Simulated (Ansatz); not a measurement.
## Run report: Ge, geometry relaxation (part 2 of 2)

Continued. System: Ge (P4₃2₁2, 12 atoms in the cell). Method: DFT r2SCAN, scalar-relativistic, plane waves, PAW, no spin polarisation (Ansatz 0.2.0); cutoff 500 eV, 6×6×4 k-mesh, Gaussian smearing of 0.02 eV. The structure derives from an entry of the Crystallography Open Database.

Geometry of the input (Å; fractional positions):
```
5.9574  0.0000  0.0000
0.0000  5.9574  0.0000
0.0000  0.0000  7.0947
Ge 0.0840  0.0840  0.0000
Ge 0.4160  0.5840  0.7500
Ge 0.9160  0.9160  0.5000
Ge 0.5840  0.4160  0.2500
Ge 0.1688  0.3735  0.2423
Ge 0.1265  0.6688  -0.0077
Ge 0.8312  0.6265  0.7423
Ge 0.8735  0.3312  0.4923
Ge 0.6688  0.1265  0.0077
Ge 0.6265  0.8312  0.2577
Ge 0.3312  0.8735  0.5077
Ge 0.3735  0.1688  0.7577
```

Output, continued
```
--- Forces (eV/Å), atoms counted from 1 ---
  atom   1  Ge    -0.00109871    -0.00109871    -0.00000000
  atom   2  Ge     0.00109871    -0.00109871     0.00000000
  atom   3  Ge     0.00109871     0.00109871    -0.00000000
  atom   4  Ge    -0.00109871     0.00109871     0.00000000
  atom   5  Ge     0.00279961    -0.00080109     0.00032375
  atom   6  Ge     0.00080109     0.00279961     0.00032375
  atom   7  Ge    -0.00279961     0.00080109     0.00032375
  atom   8  Ge    -0.00080109    -0.00279961     0.00032375
  atom   9  Ge     0.00279961     0.00080109    -0.00032375
  atom  10  Ge     0.00080109    -0.00279961    -0.00032375
  atom  11  Ge    -0.00279961    -0.00080109    -0.00032375
  atom  12  Ge    -0.00080109     0.00279961    -0.00032375
  max |Σ_I F_I| component: 5.25e-17 eV/Å
--- Stress (GPa, compression-positive) ---
       -0.001952       0.000000       0.000000
        0.000000      -0.001952      -0.000000
        0.000000       0.000000       0.010010
  P = ⅓ Tr σ = 0.0020 GPa (0.020 kbar)
--- Band table (eV; the first three rows and the last of 30) ---
  k-point 0: bands = ["-16.1335", "-16.1043", "-16.1043", "-16.0896", "-16.0811", "-16.0811", "-16.0800", "-16.0664", "-16.0664", "-16.0584", "-16.0558", "-16.0557", "-16.0489", "-16.0297", "-16.0115", "-16.0098", "-16.0098", "-15.9881", "-15.9828", "-15.9828", "-15.9766", "-15.9763", "-15.9763", "-15.9736", "-15.9461", "-15.9447", "-15.9446", "-15.9446", "-15.9395", "-15.9157", "-15.9157", "-15.9065", "-15.8949", "-15.8942", "-15.8942", "-15.8794", "-15.8789", "-15.8789", "-15.8762", "-15.8728", "-15.8636", "-15.8427", "-15.8427", "-15.8394", "-15.8229", "-15.8229", "-15.8142", "-15.8142", "-15.8030", "-15.7966", "-15.7941", "-15.7855", "-15.7794", "-15.7758", "-15.7756", "-15.7756", "-15.7628", "-15.7283", "-15.7283", "-15.7135", "-4.1394", "-1.6981", "-1.6981", "-0.7607", "-0.0299", "-0.0078", "-0.0078", "2.2943", "2.7229", "2.7229", "2.8353", "3.4152", "4.8480", "5.0485", "5.0485", "5.5528", "5.5809", "6.0522", "6.0522", "6.8840", "7.7613", "7.8178", "7.8178", "8.5285", "10.5252", "10.7620", "10.7620", "11.7430", "12.6969", "12.7727", "12.7946", "13.1782", "13.3592", "13.3592", "13.9481", "13.9481", "14.9071", "15.1507", "15.5904", "15.5904", "15.8741"]
  k-point 1: bands = ["-16.1326", "-16.1180", "-16.0915", "-16.0878", "-16.0802", "-16.0792", "-16.0789", "-16.0698", "-16.0663", "-16.0649", "-16.0621", "-16.0604", "-16.0329", "-16.0219", "-16.0094", "-16.0081", "-16.0071", "-15.9958", "-15.9874", "-15.9874", "-15.9796", "-15.9716", "-15.9716", "-15.9685", "-15.9555", "-15.9537", "-15.9438", "-15.9382", "-15.9306", "-15.9243", "-15.9121", "-15.9105", "-15.9027", "-15.8976", "-15.8859", "-15.8852", "-15.8846", "-15.8772", "-15.8758", "-15.8700", "-15.8539", "-15.8460", "-15.8395", "-15.8395", "-15.8237", "-15.8156", "-15.8149", "-15.8080", "-15.8070", "-15.8004", "-15.7997", "-15.7908", "-15.7813", "-15.7780", "-15.7710", "-15.7638", "-15.7631", "-15.7379", "-15.7215", "-15.7147", "-3.9709", "-2.6837", "-0.7406", "-0.7090", "-0.3703", "0.0214", "0.6016", "1.6729", "2.2232", "2.9586", "3.2146", "3.3502", "4.2236", "4.4661", "5.8605", "5.8994", "6.1922", "6.3402", "6.5054", "6.7245", "7.4518", "7.7784", "7.8582", "7.9507", "10.9594", "11.0702", "11.2683", "11.4454", "11.6311", "11.6847", "11.9533", "12.3595", "13.2285", "13.9604", "14.5534", "14.7149", "15.2068", "15.3571", "15.4671", "15.5982", "15.6607"]
  k-point 2: bands = ["-16.1280", "-16.1280", "-16.0857", "-16.0857", "-16.0787", "-16.0787", "-16.0735", "-16.0735", "-16.0685", "-16.0685", "-16.0657", "-16.0657", "-16.0118", "-16.0118", "-16.0101", "-16.0101", "-16.0046", "-16.0046", "-15.9942", "-15.9942", "-15.9775", "-15.9775", "-15.9655", "-15.9655", "-15.9564", "-15.9564", "-15.9358", "-15.9358", "-15.9320", "-15.9320", "-15.9127", "-15.9127", "-15.9058", "-15.9058", "-15.8877", "-15.8877", "-15.8805", "-15.8805", "-15.8689", "-15.8689", "-15.8476", "-15.8476", "-15.8397", "-15.8397", "-15.8146", "-15.8146", "-15.8102", "-15.8102", "-15.8080", "-15.8080", "-15.7993", "-15.7993", "-15.7794", "-15.7794", "-15.7658", "-15.7658", "-15.7500", "-15.7500", "-15.7173", "-15.7173", "-3.4739", "-3.4739", "-0.5756", "-0.5756", "-0.0852", "-0.0852", "1.0732", "1.0732", "2.4551", "2.4551", "3.2980", "3.2980", "4.1559", "4.1559", "5.9706", "5.9706", "6.6399", "6.6399", "6.9273", "6.9273", "7.5925", "7.5925", "8.0048", "8.0048", "9.9215", "9.9215", "10.7448", "10.7448", "12.4468", "12.4468", "12.5849", "12.5849", "13.6372", "13.6372", "13.8759", "13.8759", "14.9315", "14.9315", "14.9530", "14.9530", "16.3702"]
  k-point 29: bands = ["-16.1123", "-16.1123", "-16.1123", "-16.1123", "-16.0775", "-16.0775", "-16.0775", "-16.0775", "-16.0397", "-16.0397", "-16.0397", "-16.0397", "-16.0240", "-16.0240", "-16.0240", "-16.0240", "-15.9893", "-15.9893", "-15.9893", "-15.9893", "-15.9730", "-15.9730", "-15.9730", "-15.9730", "-15.9479", "-15.9479", "-15.9479", "-15.9479", "-15.9198", "-15.9198", "-15.9198", "-15.9198", "-15.8915", "-15.8915", "-15.8915", "-15.8915", "-15.8650", "-15.8650", "-15.8650", "-15.8650", "-15.8458", "-15.8458", "-15.8458", "-15.8458", "-15.8234", "-15.8234", "-15.8234", "-15.8234", "-15.7963", "-15.7963", "-15.7963", "-15.7963", "-15.7849", "-15.7849", "-15.7849", "-15.7849", "-15.7474", "-15.7474", "-15.7474", "-15.7474", "-1.9703", "-1.9703", "-1.9703", "-1.9703", "-0.7875", "-0.7875", "-0.7875", "-0.7875", "4.1042", "4.1042", "4.1042", "4.1042", "6.0242", "6.0242", "6.0242", "6.0242", "7.3949", "7.3949", "7.3949", "7.3949", "7.7003", "7.7003", "7.7003", "7.7003", "10.3790", "10.3790", "10.3790", "10.3790", "11.1110", "11.1110", "11.1110", "11.1110", "13.1703", "13.1703", "13.1703", "13.1703", "14.4496", "14.4496", "14.4496", "14.4496", "15.5624"]
--- Relaxed structure (4 steps of the walk, 4 accepted, 1 SCFs on fresh bases) ---
  F+E_penalty+E_count = -51632.74740361 eV   max|allowed force component| = 2.800e-3 eV/Å   (the final SCF, on the basis selected at the relaxed cell)
  cell:  # Å, volume = 250.8615 Å³
    - [5.948581773619219, 0.0, 0.0]
    - [0.0, 5.948581773619219, -7.540431918066702e-33]
    - [0.0, -8.979937228042485e-33, 7.089363142770373]
  atoms:
    - { symbol: Ge, position: [0.08446868953966924, 0.08446868953966924, 4.0751342915388056e-20] }
    - { symbol: Ge, position: [0.41553131046033087, 0.5844686895396694, 0.75] }
    - { symbol: Ge, position: [0.9155313104603308, 0.9155313104603308, 0.5] }
    - { symbol: Ge, position: [0.5844686895396694, 0.41553131046033087, 0.25] }
    - { symbol: Ge, position: [0.16920333185657455, 0.372810096384104, 0.24428414288867992] }
    - { symbol: Ge, position: [0.127189903615896, 0.6692033318565745, -0.005715857111320087] }
    - { symbol: Ge, position: [0.8307966681434256, 0.627189903615896, 0.7442841428886801] }
    - { symbol: Ge, position: [0.8728100963841042, 0.33079666814342545, 0.49428414288867994] }
    - { symbol: Ge, position: [0.6692033318565745, 0.127189903615896, 0.005715857111320089] }
    - { symbol: Ge, position: [0.627189903615896, 0.8307966681434256, 0.25571585711132017] }
    - { symbol: Ge, position: [0.33079666814342545, 0.8728100963841042, 0.50571585711132] }
    - { symbol: Ge, position: [0.372810096384104, 0.16920333185657455, 0.7557158571113199] }
```

Trajectory as extended XYZ (Å, eV, eV/Å), 5 frames, from step=1 to step=5
```
12
Lattice="5.9574 0.0000 0.0000 0.0000 5.9574 0.0000 0.0000 0.0000 7.0948" Properties=species:S:1:pos:R:3:forces:R:3 step=1 energy=-51632.74457 pressure_GPa=-0.10
Ge    0.5002    0.5002    0.0000   -0.0210  -0.0210   0.0000
Ge    2.4785    3.4789    5.3211    0.0210  -0.0210   0.0000
Ge    5.4573    5.4573    3.5474    0.0210   0.0210   0.0000
Ge    3.4789    2.4785    1.7737   -0.0210   0.0210   0.0000
Ge    1.0056    2.2252    1.7188    0.0195  -0.0034   0.0405
Ge    0.7536    3.9844   -0.0549    0.0034   0.0195   0.0405
Ge    4.9518    3.7323    5.2661   -0.0195   0.0034   0.0405
Ge    5.2039    1.9731    3.4924   -0.0034  -0.0195   0.0405
Ge    3.9844    0.7536    0.0549    0.0195   0.0034  -0.0405
Ge    3.7323    4.9518    1.8286    0.0034  -0.0195  -0.0405
Ge    1.9731    5.2039    3.6023   -0.0195  -0.0034  -0.0405
Ge    2.2252    1.0056    5.3760   -0.0034   0.0195  -0.0405
12
Lattice="5.9381 0.0000 0.0000 0.0000 5.9381 0.0000 0.0000 0.0000 7.0920" Properties=species:S:1:pos:R:3:forces:R:3 step=2 energy=-51632.74606 pressure_GPa=0.14
Ge    0.5034    0.5034    0.0000   -0.0069  -0.0069   0.0000
Ge    2.4656    3.4725    5.3190    0.0069  -0.0069   0.0000
Ge    5.4346    5.4346    3.5460    0.0069   0.0069   0.0000
Ge    3.4725    2.4656    1.7730   -0.0069   0.0069   0.0000
Ge    1.0028    2.2112    1.7415    0.0247  -0.0049  -0.0275
Ge    0.7578    3.9718   -0.0315    0.0049   0.0247  -0.0275
Ge    4.9353    3.7269    5.2875   -0.0247   0.0049  -0.0275
Ge    5.1803    1.9663    3.5145   -0.0049  -0.0247  -0.0275
Ge    3.9718    0.7578    0.0315    0.0247   0.0049   0.0275
Ge    3.7269    4.9353    1.8045    0.0049  -0.0247   0.0275
Ge    1.9663    5.1803    3.5775   -0.0247  -0.0049   0.0275
Ge    2.2112    1.0028    5.3505   -0.0049   0.0247   0.0275
12
Lattice="5.9487 0.0000 0.0000 0.0000 5.9487 0.0000 0.0000 0.0000 7.0876" Properties=species:S:1:pos:R:3:forces:R:3 step=3 energy=-51632.74771 pressure_GPa=0.01
Ge    0.5022    0.5022    0.0000   -0.0015  -0.0015   0.0000
Ge    2.4721    3.4766    5.3157    0.0015  -0.0015   0.0000
Ge    5.4465    5.4465    3.5438    0.0015   0.0015   0.0000
Ge    3.4766    2.4721    1.7719   -0.0015   0.0015   0.0000
Ge    1.0062    2.2176    1.7317    0.0061  -0.0008   0.0002
Ge    0.7568    3.9805   -0.0402    0.0008   0.0061   0.0002
Ge    4.9425    3.7311    5.2755   -0.0061   0.0008   0.0002
Ge    5.1919    1.9682    3.5036   -0.0008  -0.0061   0.0002
Ge    3.9805    0.7568    0.0402    0.0061   0.0008  -0.0002
Ge    3.7311    4.9425    1.8121    0.0008  -0.0061  -0.0002
Ge    1.9682    5.1919    3.5840   -0.0061  -0.0008  -0.0002
Ge    2.2176    1.0062    5.3559   -0.0008   0.0061  -0.0002
12
Lattice="5.9486 0.0000 0.0000 0.0000 5.9486 0.0000 0.0000 0.0000 7.0894" Properties=species:S:1:pos:R:3:forces:R:3 step=4 energy=-51632.74771 pressure_GPa=0.00
Ge    0.5025    0.5025    0.0000   -0.0011  -0.0011   0.0000
Ge    2.4718    3.4768    5.3170    0.0011  -0.0011   0.0000
Ge    5.4461    5.4461    3.5447    0.0011   0.0011   0.0000
Ge    3.4768    2.4718    1.7723   -0.0011   0.0011   0.0000
Ge    1.0065    2.2177    1.7318    0.0028  -0.0008   0.0003
Ge    0.7566    3.9808   -0.0405    0.0008   0.0028   0.0003
Ge    4.9421    3.7309    5.2765   -0.0028   0.0008   0.0003
Ge    5.1920    1.9678    3.5042   -0.0008  -0.0028   0.0003
Ge    3.9808    0.7566    0.0405    0.0028   0.0008  -0.0003
Ge    3.7309    4.9421    1.8129    0.0008  -0.0028  -0.0003
Ge    1.9678    5.1920    3.5852   -0.0028  -0.0008  -0.0003
Ge    2.2177    1.0065    5.3575   -0.0008   0.0028  -0.0003
12
Lattice="5.9486 0.0000 0.0000 0.0000 5.9486 0.0000 0.0000 0.0000 7.0894" Properties=species:S:1:pos:R:3:forces:R:3 step=5 energy=-51632.74740 pressure_GPa=0.00
Ge    0.5025    0.5025    0.0000   -0.0011  -0.0011   0.0000
Ge    2.4718    3.4768    5.3170    0.0011  -0.0011   0.0000
Ge    5.4461    5.4461    3.5447    0.0011   0.0011   0.0000
Ge    3.4768    2.4718    1.7723   -0.0011   0.0011   0.0000
Ge    1.0065    2.2177    1.7318    0.0028  -0.0008   0.0003
Ge    0.7566    3.9808   -0.0405    0.0008   0.0028   0.0003
Ge    4.9421    3.7309    5.2765   -0.0028   0.0008   0.0003
Ge    5.1920    1.9678    3.5042   -0.0008  -0.0028   0.0003
Ge    3.9808    0.7566    0.0405    0.0028   0.0008  -0.0003
Ge    3.7309    4.9421    1.8129    0.0008  -0.0028  -0.0003
Ge    1.9678    5.1920    3.5852   -0.0028  -0.0008  -0.0003
Ge    2.2177    1.0065    5.3575   -0.0008   0.0028  -0.0003
```

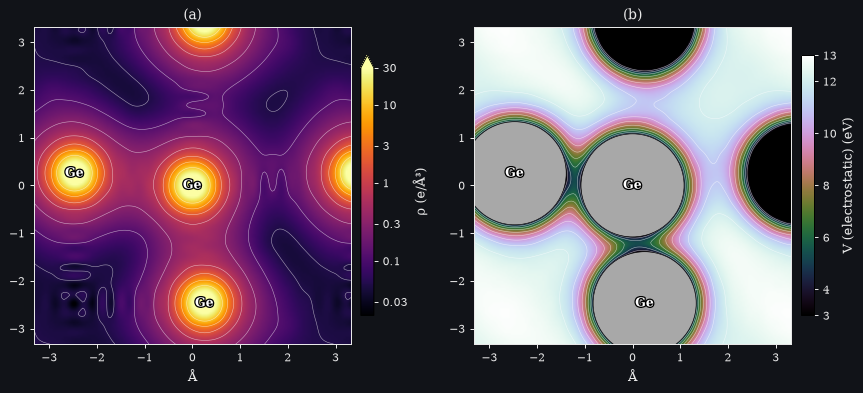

Fig. 1: (a) valence electron density; (b) electrostatic potential (local pseudopotential plus Hartree) felt by an electron on the (001) plane of the conventional cell. Grey discs, where drawn, cover atomic cores. Ge–Ge (2.48 Å): the density is about 0.48 e/Å³ at the midpoint. Away from the nuclei the density in this plane falls to 0.02 e/Å³ at its lowest. Outside the cores the potential energy rises away from the atoms and is highest about 2.2 Å from the nearest atoms; outside the discs it spans about 10 eV, and its zero is arbitrary. In a PAW calculation such maps are meaningful between the atoms, not at the nuclei.

Summary

```json
{"quantity": "outcome", "value": "converged"}
{"quantity": "space group (tolerance 0.01 Å)", "value": "P4₃2₁2 (96)"}
{"quantity": "electrons treated", "value": "168"}
{"quantity": "free energy", "value": "−51632.7474 eV"}
{"quantity": "Fermi energy", "value": "9.157 eV"}
{"quantity": "gap on the k-point mesh", "value": "0.74 eV"}
{"quantity": "pressure", "value": "0.00 GPa"}
{"quantity": "final volume", "value": "250.86 Å³"}
{"quantity": "largest force (length of the vector) at the end", "value": "0.003 eV/Å"}
{"quantity": "final cell", "value": "a = 5.949 Å, b = 5.949 Å, c = 7.089 Å, α = 90.00°, β = 90.00°, γ = 90.00°"}
{"quantity": "hardware", "value": "4 threads of Intel Xeon @ 2.50GHz (Skylake/Cascade Lake), 189 GiB of memory available, shared host"}
{"quantity": "wall time", "value": "4.9 min (CPU time 19 min)"}
{"quantity": "peak memory", "value": "1.7 GiB"}
```
